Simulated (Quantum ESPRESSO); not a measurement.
# Energy of MnS along an even scaling of the cell

System: MnS (4 atoms in the cell).
Method: Kohn-Sham DFT of a periodic cell, PBEsol, GBRV 1.5 PBEsol, spin-polarised (Quantum ESPRESSO 7.5).

The 7 runs differ only in the geometry, by an even scaling of the cell at fixed fractional positions. The structure derives from a Materials Project entry.

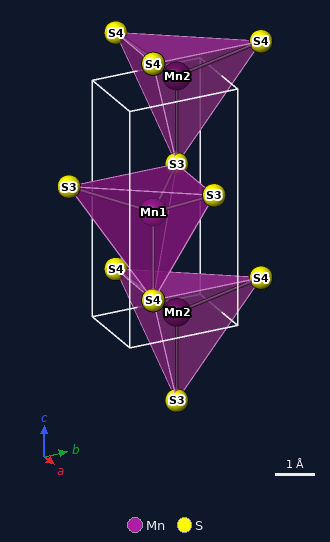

Figure 1. The structure of run 4 (polyhedral view of the cell of the calculation, seen slightly off an axis; polyhedra are completed across the faces of the cell; atoms are numbered from 1 in the order of the input).

**Input of run 4**
```
&CONTROL
  calculation = 'scf'
  prefix = 'pwscf'
  outdir = './tmp'
  pseudo_dir = './pseudo'
  tstress = .true.
  disk_io = 'nowf'
/
&SYSTEM
  ibrav = 0
  nat = 4
  ntyp = 2
  ecutwfc = 45
  ecutrho = 360
  nbnd = 33
  occupations = 'smearing'
  smearing = 'fd'
  degauss = 0.00367493
  nspin = 2
  starting_magnetization(1) = 0.2667
  starting_magnetization(2) = 0
/
&ELECTRONS
  conv_thr = 8d-10
  electron_maxstep = 120
  mixing_beta = 0.3
/
ATOMIC_SPECIES
Mn    54.9380 mn_pbesol_v1.5.uspp.F.UPF
S     32.0600 s_pbesol_v1.4.uspp.F.UPF
CELL_PARAMETERS angstrom
   3.9535769233    0.0000000000    0.0000000000
  -1.9767884617    3.4238980514    0.0000000000
   0.0000000000    0.0000000000    6.3425288600
ATOMIC_POSITIONS crystal
Mn     0.6666666667    0.3333333333    0.4988446700
Mn     0.3333333333    0.6666666667    0.9988446700
S      0.3333333333    0.6666666667    0.6261543000
S      0.6666666667    0.3333333333    0.1261543000
K_POINTS automatic
8 8 4 0 0 0
```

Command:
```bash
OMP_NUM_THREADS=1 mpirun -n 2 pw.x -nk 2 -in pw.in > pw.out
```

Lattice vectors (Å) and fractional positions of run 4:
```
   3.953577    0.000000    0.000000
  -1.976788    3.423898    0.000000
   0.000000    0.000000    6.342529
Mn  0.666667  0.333333  0.498845
Mn  0.333333  0.666667  0.998845
S   0.333333  0.666667  0.626154
S   0.666667  0.333333  0.126154
```

Run 6 differs from it as follows:
```diff
-   3.9535769233    0.0000000000    0.0000000000
-  -1.9767884617    3.4238980514    0.0000000000
-   0.0000000000    0.0000000000    6.3425288600
+   4.0056036386    0.0000000000    0.0000000000
+  -2.0028018193    3.4689545085    0.0000000000
+   0.0000000000    0.0000000000    6.4259927585
```

**Results, with one run withheld**

```csv
run,volume per atom (Å³),"free energy per atom, from the lowest run given (meV)",pressure (GPa)
1,20.176,9.98,2.70
2,20.606,3.83,1.69
3,21.035,0.46,0.62
4,21.464,0.00,−0.46
5,21.893,2.36,−1.48
6,22.323,?,?
7,22.752,14.97,−3.39
```

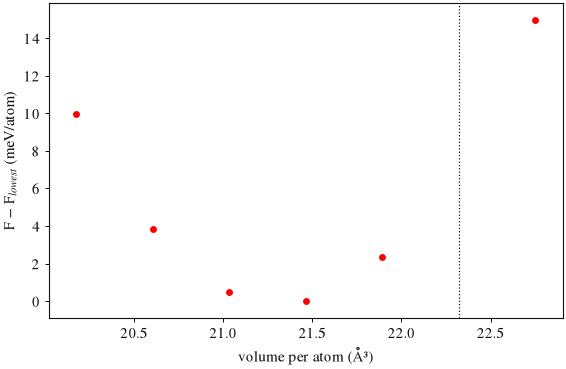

Figure 2. Free energy per atom of the runs given; the dotted line marks run 6.

Estimate the energy of run 6 from the others.

A cubic polynomial in V^(−2/3) (the Birch–Murnaghan form), fitted to the 6 runs given, misses them by at most 0.04 meV per atom. With x = V^(−2/3) − 0.13017 Å⁻², it reads F = −0.12795 + 102.16 x + 4.5725e+05 x² − 6.7422e+06 x³ (meV per atom). At run 6 it gives 7.35 meV per atom, and the run itself gives 7.40. The slope of the fit gives a pressure −dF/dV of −2.36 GPa there, and the run prints −2.45 GPa. The two needn't agree exactly: the fit is approximate, and the printed stress is taken on a finite basis. The fit has its minimum at 21.320 Å³ per atom, where V d²F/dV² gives 51.9 GPa. Cell shape and fractional positions are held, so this is the stiffness under even scaling; the relaxed bulk modulus wasn't computed.

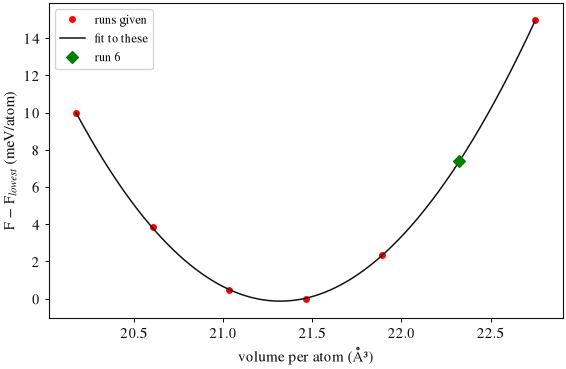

Figure 3. The fit and the withheld run.

**Some lines of the output (run 6)**
```
[...]
     total energy              =    -470.27732943 Ry
     total energy              =    -470.28425739 Ry
     total energy              =    -470.28524625 Ry
     total energy              =    -470.28534830 Ry
     total energy              =    -470.28535984 Ry
     total energy              =    -470.28536308 Ry
     total energy              =    -470.28536377 Ry
     total energy              =    -470.28536388 Ry
     total energy              =    -470.28536391 Ry
     the Fermi energy is     7.2171 ev
!    total energy              =    -470.28536393 Ry
     The total energy is F=E-TS. E is the sum of the following terms:
     Computing stress (Cartesian axis) and pressure
          total   stress  (Ry/bohr**3)                   (kbar)     P=      -24.48
```

Notes on the run: negative rho.
